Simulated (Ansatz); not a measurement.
```
C
1.0
     1.78012   -1.78012    0.00000
     1.78012    1.78012    0.00000
     0.00000    0.00000    3.42247
C
4
Direct
  0.00000 0.00000 0.00000
  0.50000 0.50000 0.50000
  0.00000 0.50000 0.25000
  0.50000 0.00000 0.75000
```

Space group I4₁/amd; started from the diamond prototype, which need not be the ambient phase; changed on purpose from its base cell (uniaxial z strain -3.9%); computed pressure about 13 GPa in this cell.

The calculation used DFT, HSE06, plane waves, PAW in Ansatz 0.2.0.

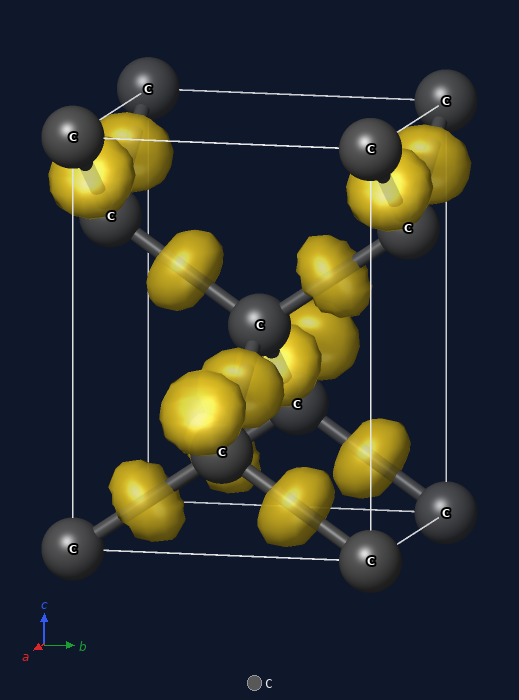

C. Isosurface of the ELF at 0.85 (yellow), seen slightly off an axis. Core shells and regions of very low density are left out. Sticks mark near contacts.

Core electrons are frozen (PAW), and the valence fields are smoothed inside the atomic spheres.

Q: Describe the localisation domains.

A: The surface consists of eight regions between bonded C–C atoms (shared pairs), counted in one cell of 4 atoms. Regions shared between cells count once. Along the contacts the grid gives the following. C–C (1.52 Å): the ELF peaks at about 0.95 between the atoms; a shared electron pair.

Q: Does the calculation make it a metal, or give it a gap?

A: It is gapped, with a Kohn–Sham gap of 4.3 eV on the k-point mesh, an upper bound to the gap of this method.
